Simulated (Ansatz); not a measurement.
## Run report: Al3GaN4, geometry relaxation (part 2 of 2)

Continued. System: Al3GaN4 (8 atoms in the cell). Method: DFT r2SCAN, scalar-relativistic, plane waves, PAW, no spin polarisation (Ansatz 0.2.0); cutoff 500 eV, 6×6×6 k-mesh, Gaussian smearing of 0.02 eV. The structure derives from a Materials Project entry. It belongs to a series of runs on one base structure; here: biaxial strain in the a-b plane, c and atoms relaxed: +3.0 %.

Geometry of the input (Å; fractional positions):
```
4.5333  0.0000  0.0000
0.0000  4.5333  0.0000
0.0000  0.0000  4.3220
Al 0.5000  0.5000  0.0000
Al 0.5000  0.0000  0.5000
Al 0.0000  0.5000  0.5000
Ga 0.0000  0.0000  0.0000
N  0.7446  0.7446  0.2558
N  0.7446  0.2554  0.7442
N  0.2554  0.7446  0.7442
N  0.2554  0.2554  0.2558
```

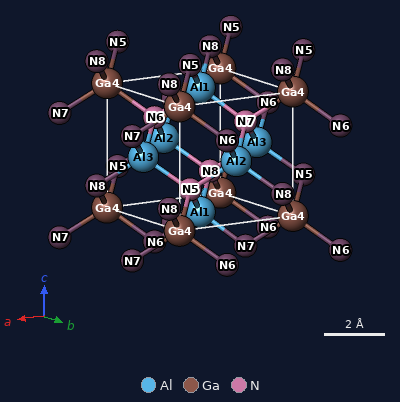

Figure 1. The geometry at step 2 of the log (ball-and-stick view of the cell of the calculation, seen at an oblique angle; neighbours outside the cell are drawn fainter; atoms are numbered from 1 in the order of the input).

### Output, continued
```
relax step   3: F+E_penalty+E_count = -6961.55592395 eV  Δ(F+E_penalty+E_count) = -3.109e-3 eV  max|allowed force component| = 4.823e-4 eV/Å  Δτ_max = 0.0010 Å  P = -5.183 GPa  Ω = 87.389 Å³  energy of the carried Pulay correction = +4.632e-4 eV  fix = [a, b, gamma]  reactions: a -7.778, b -7.778 GPa  (5 SCF iters, dr2 threshold 8.00e-7 eV, accepted)
Initial wavefunctions: pseudopotential atomic-orbital guess (no wavefunctions were taken with the density)
iter 1 solved again at ethr=4.71e-8 eV; its pass at ethr=3.10e-3 eV (dr2=1.98e-5 eV) is discarded
SCF iter   1: F=—  HF=-6961.555453 eV  |F-HF|=—  |Δ(HF+E_count)|=         —  Δρ=4.33e-5  dr2=3.17e-7  dr2_τ=4.15e-7  ethr=4.71e-8  ⟨swp⟩=3.1  Hψ=9116  notcnv=0
preconditioner: auto → Resta (q_TF=auto, 2.415 Å⁻¹)  ε∞=3.7  [insulator: Δε(μ)=3.649 eV  Ē_g=15.547 eV  σ=0.020 eV  W_gap=1.00  n_scr=18 (ndim 8)  ℏωp=25.7 eV  f_vac=0.000  D(μ)=0.00/eV (n_scr^D=0)  ε∞_Penn≈3.7]
SCF iter   2: F=—  HF=-6961.555453 eV  |F-HF|=—  |Δ(HF+E_count)|=   4.38e-8  Δρ=2.64e-5  dr2=1.65e-7  dr2_τ=3.26e-8  ethr=7.54e-10  ⟨swp⟩=2.0  Hψ=1972  notcnv=0
SCF iter   3: F=—  HF=-6961.555453 eV  |F-HF|=—  |Δ(HF+E_count)|=   1.47e-7  Δρ=9.53e-6  dr2=2.45e-8  dr2_τ=5.47e-9  ethr=3.92e-10  ⟨swp⟩=2.9  Hψ=2186  notcnv=0
SCF iter   4: F=—  HF=-6961.555453 eV  |F-HF|=—  |Δ(HF+E_count)|=   2.84e-8  Δρ=1.30e-6  dr2=1.09e-9  dr2_τ=1.22e-10  ethr=5.83e-11  ⟨swp⟩=2.0  Hψ=1972  notcnv=0
SCF iter   5: F=—  HF=-6961.555453 eV  |F-HF|=—  |Δ(HF+E_count)|=   1.16e-9  Δρ=4.45e-7  dr2=1.21e-10  dr2_τ=2.02e-11  ethr=2.60e-12  ⟨swp⟩=2.0  Hψ=1852  notcnv=0
SCF iter   6: F=-6961.555453 eV  HF=-6961.555453 eV  |F-HF|=2.73e-12  |Δ(HF+E_count)|=  4.55e-11  Δρ=1.12e-7  dr2=6.28e-12  dr2_τ=3.82e-13  ethr=1.00e-12  ⟨swp⟩=3.6  Hψ=5133  notcnv=0
SCF 4 converged in 6 iterations: F = -6961.555453 eV  dr2 = 6.28e-12
relax step   4: F+E_penalty+E_count = -6961.55545346 eV  Δ(F+E_penalty+E_count) = +4.705e-4 eV  max|allowed force component| = 5.307e-4 eV/Å  Δτ_max = 0.0000 Å  P = -5.182 GPa  Ω = 87.389 Å³  fix = [a, b, gamma]  reactions: a -7.776, b -7.776 GPa  stress off target by 4.25e-3 GPa on what of the cell is left free  SCF on the basis re-selected at this cell (its energy is not comparable with the rows above)  (6 SCF iters)
basis re-selected at this cell: Δ(F+E_penalty+E_count) = +4.705e-4 eV, ΔP = +0.001 GPa vs the last step (what re-selecting the basis moved, of the pressure what is left beyond the Pulay correction that the steps carried, after the strain that the cell walked since its last selection, with what the two solves' SCF thresholds leave and, on support functions, any second-order correction that the steps lacked; it is no measure of the basis error at this ecutwfc). This SCF's stress stands 4.25e-3 GPa from its target on what of the cell is left free (relax.cell.stress_tol is 1.50e-2 GPa) and its largest allowed force component is 5.31e-4 eV/Å (relax.f_tol is 8.00e-3 eV/Å): within both
SCF converged after 6 iterations
Free energy (F): -6961.555453 eV
Harris-Foulkes:  -6961.555453 eV  (|F-HF|=2.73e-12)
Internal energy: -6961.555453 eV  (E = F + TS)
E sigma→0 (E₀):  -6961.555453 eV
Fermi energy:    9.118708 eV
--- Per-component energies (eV) ---
  E_band       = -4.182302
  E_kinetic    = 723.809114
  E_local      = -3093.774695  (includes V_loc(G=0)·N_el)
  E_nonlocal   = 638.422785
  E_hartree    = 1360.839643
  E_xc         = -416.768752
  E_vxc        = -499.022683  (∫ρ·V_xc dr)
  E_paw        = -3944.089805  (= ΣΔE_a)
  E_vpaw       = -522.292538  (= ΣTr[D̂ρ^β])
  E_aug_tail   = 0.000035  (compensation charges beyond the density's cutoff)
  E_vtau       = 26.996479  (kinetic-family band-sum trace: ∫τ·v_τ [+ j·A + Jᵃ·Aᵃ] dr)
  E_ewald      = -2229.042127
  E_core_change = -0.951652  (= ΣΔE_core)
  E_smearing   = -0.000000  (= −TS)
  E_closure    = 0.000000  (closes the sum)
  Σ components = -6961.555453   (vs F -6961.555453, Δ=0.00e0)
--- Forces (eV/Å), atoms counted from 1 ---
  atom   1  Al    -0.00000000     0.00000000     0.00000000
  atom   2  Al    -0.00000000     0.00000000     0.00000000
  atom   3  Al    -0.00000000     0.00000000     0.00000000
  atom   4  Ga    -0.00000000     0.00000000     0.00000000
  atom   5  N     -0.00053072    -0.00053072     0.00007931
  atom   6  N     -0.00053072     0.00053072    -0.00007931
  atom   7  N      0.00053072    -0.00053072    -0.00007931
  atom   8  N      0.00053072     0.00053072     0.00007931
  max |Σ_I F_I| component: 8.59e-17 eV/Å
--- Stress (GPa, compression-positive) ---
       -7.775841       0.000000       0.000000
        0.000000      -7.775841      -0.000000
        0.000000      -0.000000       0.004254
  P = ⅓ Tr σ = -5.1825 GPa (-51.825 kbar)
--- Band table (eV; the first three rows and the last of 40) ---
  k-point 0: bands = ["-8.6888", "-6.9386", "-6.9386", "-6.8753", "-5.9584", "-5.9319", "-5.2572", "-5.2572", "-5.0409", "1.3479", "2.0838", "2.5644", "4.7950", "4.7950", "5.3063", "5.3165", "5.3165", "5.3310", "7.0560", "7.0560", "7.2940", "10.9434", "10.9910", "11.2378", "11.2378", "14.5929", "16.3752", "16.7951", "19.6653"]
  k-point 1: bands = ["-8.5562", "-6.9445", "-6.9445", "-6.9399", "-5.9523", "-5.9303", "-5.2299", "-5.2299", "-5.2283", "1.5399", "2.2320", "2.7692", "4.9197", "4.9197", "4.9667", "5.0011", "5.0011", "5.0171", "6.6521", "6.8872", "6.8872", "11.3372", "11.7806", "11.9126", "11.9126", "14.9029", "16.7366", "17.2149", "19.1685"]
  k-point 2: bands = ["-8.1882", "-7.1815", "-6.9561", "-6.9561", "-5.9350", "-5.9272", "-5.5829", "-5.1746", "-5.1746", "2.0452", "2.6460", "3.3178", "4.1622", "4.3408", "4.4754", "4.4754", "5.2791", "5.2791", "5.4942", "6.4348", "6.4348", "12.4890", "13.0203", "13.3788", "13.3788", "15.5702", "17.3586", "18.1803", "18.4581"]
  k-point 39: bands = ["-7.3113", "-7.2920", "-7.2920", "-6.8579", "-5.9199", "-5.9015", "-5.3794", "-5.3794", "-5.3355", "0.6039", "1.2088", "1.2177", "1.2177", "6.1283", "6.2510", "6.3588", "6.3588", "6.7364", "6.7542", "6.7542", "7.0526", "13.0066", "14.5620", "14.5680", "14.5680", "17.4002", "17.4759", "17.4759", "17.5921"]
--- Relaxed structure (3 steps of the walk, 3 accepted, 1 SCFs on fresh bases) ---
  F+E_penalty+E_count = -6961.55545346 eV   max|allowed force component| = 5.307e-4 eV/Å   (the final SCF, on the basis selected at the relaxed cell)
  cell:  # Å, volume = 87.3893 Å³
    - [4.5332744123, 0.0, 0.0]
    - [0.0, 4.5332744123, -3.9136236542231116e-33]
    - [0.0, -3.731241192656522e-33, 4.252402985598539]
  atoms:
    - { symbol: Al, position: [0.5, 0.5, -6.271392897274232e-21] }
    - { symbol: Al, position: [0.5, 0.0, 0.5] }
    - { symbol: Al, position: [-1.1683182762319847e-34, 0.5, 0.5] }
    - { symbol: Ga, position: [-1.699372038155614e-34, 0.0, -6.2713928972742326e-21] }
    - { symbol: N, position: [0.7447208391918054, 0.7447208391918054, 0.25604106838593066] }
    - { symbol: N, position: [0.7447208391918054, 0.25527916080819457, 0.7439589316140696] }
    - { symbol: N, position: [0.25527916080819457, 0.7447208391918054, 0.7439589316140696] }
    - { symbol: N, position: [0.25527916080819457, 0.25527916080819457, 0.25604106838593066] }
```

### Trajectory as extended XYZ (Å, eV, eV/Å), 4 frames, from step=1 to step=4
```
8
Lattice="4.5333 0.0000 0.0000 0.0000 4.5333 0.0000 0.0000 0.0000 4.3220" Properties=species:S:1:pos:R:3:forces:R:3 step=1 energy=-6961.53808 pressure_GPa=-7.98
Al    2.2666    2.2666    0.0000    0.0000   0.0000   0.0000
Al    2.2666    0.0000    2.1610    0.0000   0.0000   0.0000
Al    0.0000    2.2666    2.1610    0.0000   0.0000   0.0000
Ga    0.0000    0.0000    0.0000    0.0000   0.0000   0.0000
N     3.3754    3.3754    1.1055    0.0075   0.0075   0.0123
N     3.3754    1.1579    3.2166    0.0075  -0.0075  -0.0123
N     1.1579    3.3754    3.2166   -0.0075   0.0075  -0.0123
N     1.1579    1.1579    1.1055   -0.0075  -0.0075   0.0123
8
Lattice="4.5333 0.0000 0.0000 0.0000 4.5333 0.0000 0.0000 0.0000 4.2808" Properties=species:S:1:pos:R:3:forces:R:3 step=2 energy=-6961.55281 pressure_GPa=-6.35
Al    2.2666    2.2666    0.0000    0.0000   0.0000   0.0000
Al    2.2666    0.0000    2.1404    0.0000   0.0000   0.0000
Al    0.0000    2.2666    2.1404    0.0000   0.0000   0.0000
Ga    0.0000    0.0000    0.0000    0.0000   0.0000   0.0000
N     3.3759    3.3759    1.0951   -0.0005  -0.0005   0.0170
N     3.3759    1.1574    3.1858   -0.0005   0.0005  -0.0170
N     1.1574    3.3759    3.1858    0.0005  -0.0005  -0.0170
N     1.1574    1.1574    1.0951    0.0005   0.0005   0.0170
8
Lattice="4.5333 0.0000 0.0000 0.0000 4.5333 0.0000 0.0000 0.0000 4.2524" Properties=species:S:1:pos:R:3:forces:R:3 step=3 energy=-6961.55592 pressure_GPa=-5.18
Al    2.2666    2.2666    0.0000    0.0000   0.0000   0.0000
Al    2.2666    0.0000    2.1262    0.0000   0.0000   0.0000
Al    0.0000    2.2666    2.1262    0.0000   0.0000   0.0000
Ga    0.0000    0.0000    0.0000    0.0000   0.0000   0.0000
N     3.3760    3.3760    1.0888   -0.0005  -0.0005   0.0000
N     3.3760    1.1572    3.1636   -0.0005   0.0005   0.0000
N     1.1572    3.3760    3.1636    0.0005  -0.0005   0.0000
N     1.1572    1.1572    1.0888    0.0005   0.0005   0.0000
8
Lattice="4.5333 0.0000 0.0000 0.0000 4.5333 0.0000 0.0000 0.0000 4.2524" Properties=species:S:1:pos:R:3:forces:R:3 step=4 energy=-6961.55545 pressure_GPa=-5.18
Al    2.2666    2.2666    0.0000    0.0000   0.0000   0.0000
Al    2.2666    0.0000    2.1262    0.0000   0.0000   0.0000
Al    0.0000    2.2666    2.1262    0.0000   0.0000   0.0000
Ga    0.0000    0.0000    0.0000    0.0000   0.0000   0.0000
N     3.3760    3.3760    1.0888   -0.0005  -0.0005   0.0001
N     3.3760    1.1572    3.1636   -0.0005   0.0005  -0.0001
N     1.1572    3.3760    3.1636    0.0005  -0.0005  -0.0001
N     1.1572    1.1572    1.0888    0.0005   0.0005   0.0001
```

### Summary

| quantity | value |
| --- | --- |
| outcome | converged |
| space group (tolerance 0.01 Å) | P-42m (111) |
| electrons treated | 42 |
| free energy | −6961.5555 eV |
| Fermi energy | 9.119 eV |
| gap on the k-point mesh | 3.65 eV |
| pressure | −5.18 GPa |
| final volume | 87.39 Å³ |
| largest force (length of the vector) at the end | 0.001 eV/Å |
| final cell | a = 4.533 Å, b = 4.533 Å, c = 4.252 Å, α = 90.00°, β = 90.00°, γ = 90.00° |
| hardware | 2 threads of Intel Xeon @ 2.50GHz (Skylake/Cascade Lake), 189 GiB of memory available, shared host |
| wall time | 85 s (CPU time 2.7 min) |
| peak memory | 0.57 GiB |
